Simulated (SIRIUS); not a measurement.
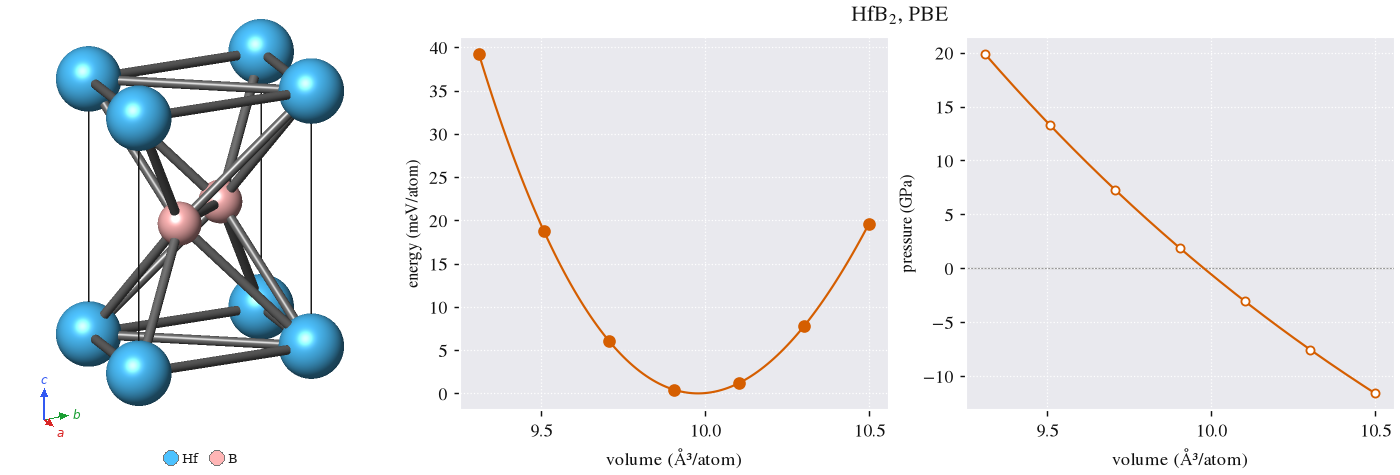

Method: plane-wave DFT, no spin polarisation; energies at scaled volumes of the given cell, shape and fractions fixed, counted from the fit's minimum, third-order Birch-Murnaghan fit (SIRIUS 7.10.0). Level: PBE.

k mesh 5×5×4; occupations Fermi–Dirac; smearing width 0.05 eV; potentials dojo sr pbe 0.4.1 standard; wave cutoff 1054 eV; density cutoff 4214 eV.

Cell as given: a = 3.140 Å, b = 3.140 Å, c = 3.480 Å, α = 90.00°, β = 90.00°, γ = 120.00°; 3 atoms.

Caption: Energy and pressure against volume for HfB₂, space group P6/mmm (No. 191). The conventional cell is drawn beside the plot.

A third-order Birch–Murnaghan fit gives V0 = 9.98 Å³/atom, B0 = 251 GPa and B′ = 3.9. The energy is 39.21 meV/atom at volume 9.31 Å³/atom and 19.61 meV/atom at 10.50 Å³/atom; the lowest computed point is at volume 9.90 Å³/atom (0.43 meV/atom), in a single well. The pressure falls from 19.87 GPa at volume 9.31 Å³/atom to −11.61 GPa at 10.50 Å³/atom, and changes sign near 9.98 Å³/atom.

Caveats: coarse k mesh; shape and atomic fractions are frozen while scaling, which makes layered, chain and framework solids too stiff.
